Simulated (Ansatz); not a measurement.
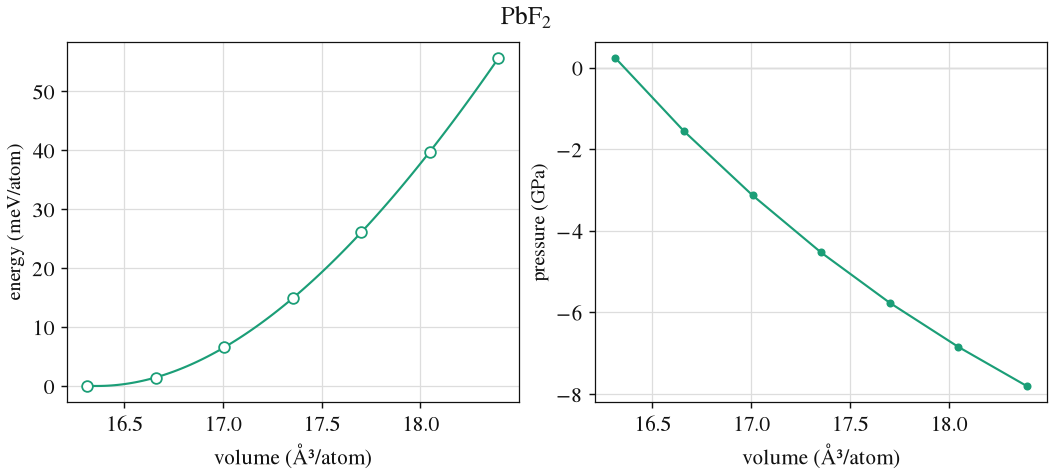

Plotted: energy and pressure against volume for PbF₂, space group Fm-3m (No. 225).

Structure:
```yaml
crystal:
  lattice:
    - [0.00000, 2.96366, 2.96366]
    - [2.96366, 0.00000, 2.96366]
    - [2.96366, 2.96366, 0.00000]
  atoms:
    - { symbol: Pb, position: [0.00000, 0.00000, 0.00000] }
    - { symbol: F, position: [0.75000, 0.75000, 0.75000] }
    - { symbol: F, position: [0.25000, 0.25000, 0.25000] }
```

Computed with Ansatz 0.2.0: plane-wave DFT, no spin polarisation; energies at scaled volumes of the given cell, shape and fractions fixed, counted from the fit's minimum, third-order Birch-Murnaghan fit. Level: LDA.

- k mesh: 7×7×7
- occupations: Fermi–Dirac
- smearing width: 0.05 eV
- potentials: Ansatz PAW
- wave cutoff: 420 eV
- density cutoff: 1680 eV

> Give the fitted equation-of-state parameters.

A third-order Birch–Murnaghan fit gives V0 = 16.36 Å³/atom, B0 = 89.8 GPa and B′ = 5.2.

> What does the pressure do across the range?

It falls from 0.23 GPa at volume 16.31 Å³/atom to −7.80 GPa at 18.39 Å³/atom, and changes sign near 16.36 Å³/atom.

Keep in mind: the fit and the printed pressures don't fully agree, or the minimum lies near the end of the range; spin-orbit coupling left out, heavy elements.
